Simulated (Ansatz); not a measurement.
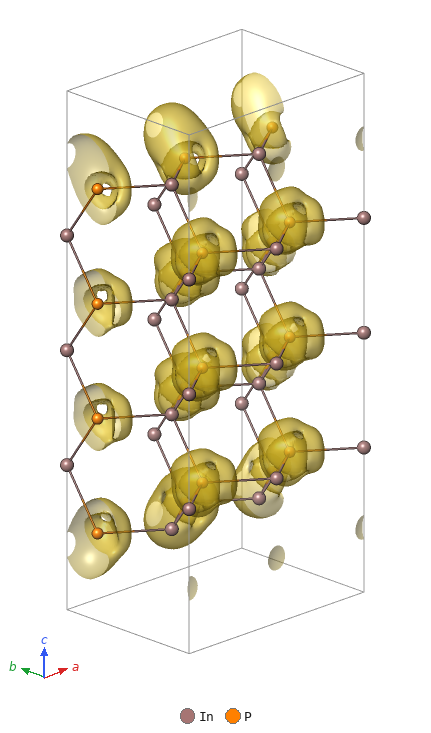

Figure 1: InP (slab). Isosurface of the electron localisation function at 0.75 (yellow), seen at an oblique angle. Only the valence region is drawn (cores and ρ < 0.01 e/Å³ removed). Sticks mark near contacts.

Not relaxed (largest force 1.5 eV/Å).

The calculation used DFT PBE, scalar-relativistic, plane waves, PAW in Ansatz.

Core electrons are frozen (PAW), and the valence fields are smoothed inside the atomic spheres.

> Where are the electrons localised?

At this value the surface marks out seven regions wrapped around P (the valence shell of each), counted in one cell of 14 atoms. Counts are for one cell; the picture repeats the cell along the surface. Profiles from the grid: In–P (2.58 Å): the ELF peaks at about 0.90 in the valence shell of P, 0.9 Å from its nucleus, and is about 0.55 at the midpoint.
